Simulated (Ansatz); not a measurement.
This input was run:

```
crystal:
  lattice:
    - [8.17159324, 0.0, 0.0]
    - [0.0, 4.08579662, 0.0]
    - [0.0, 0.0, 4.08579662]
  atoms:
    - { symbol: O, position: [0.0, 0.0, 0.5], spin: 0.6 }
    - { symbol: O, position: [0.5, 0.0, 0.5], spin: 0.6 }
    - { symbol: O, position: [0.25, 0.0, 0.0], spin: 0.6 }
    - { symbol: O, position: [0.75, 0.0, 0.0], spin: 0.6 }
    - { symbol: O, position: [0.0, 0.5, 0.0], spin: 0.6 }
    - { symbol: O, position: [0.5, 0.5, 0.0], spin: 0.6 }
    - { symbol: Ti, position: [0.25, 0.5, 0.5], spin: 4.32 }
    - { symbol: Ti, position: [0.75, 0.5, 0.5], spin: -4.32 }
    - { symbol: Ba, position: [0.0, 0.0, 0.0], spin: 0.6 }
    - { symbol: Ba, position: [0.5, 0.0, 0.0], spin: 0.6 }
kpoints:
  mp_grid: { grid: [3, 5, 5], shift: [0.0, 0.0, 0.0] }
magnetization:
  spin_polarized: true
scf:
  occupations: { method: fermi_dirac }
  lower_state_search: "off"
  max_iter: 200
hamiltonian:
  pseudopotentials: { kind: paw }
  xc: r2scan
  hubbard:
    projectors: atomic
    sites: [{ species: Ti, l: d, u: 7.09, j: 0.44 }]
basis:
  ecutwfc: 500
  fft_grid_basis: typed
output:
  forces: true
  stress: true
  eigenvalues: true
  bader: true
  populations: true
  elf: true
  write_potential: true
  volumetric_format: npy
  dos:
    e_range: [-12, 8]
    de: 0.05
    projected: { site_lists: { Ba: [Ba], O: [O], Ti: [Ti] } }
checkpoint:
  read: saved_state
```

How will the Ti d shell be filled?

Counting eigenvalues over 0.6 as filled, Ti (atom A) has 2 filled d states (d²), 2 up and 0 down; the eigenvalues sum to 2.5; Ti (atom B) has 2 filled d states (d²), 0 up and 2 down; the eigenvalues sum to 2.5. The small eigenvalues come from mixing with neighbours' orbitals.

The cell is at 52 GPa in this functional.

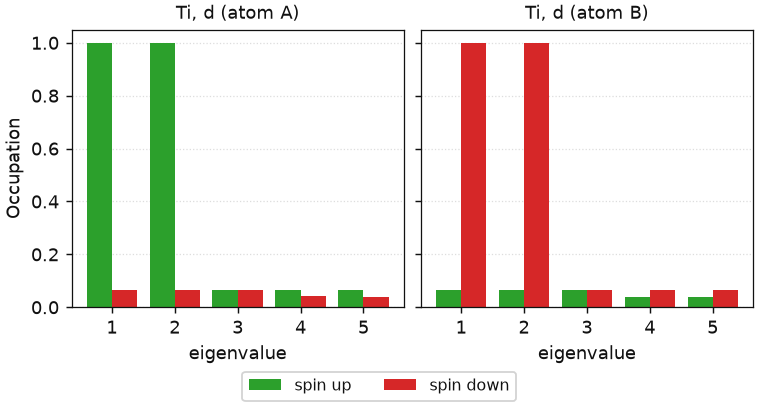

Eigenvalues of the local occupation matrix of the d shell, one panel for each unlike atom (Löwdin-orthogonalised atomic projectors).

Source: calculation with Ansatz.
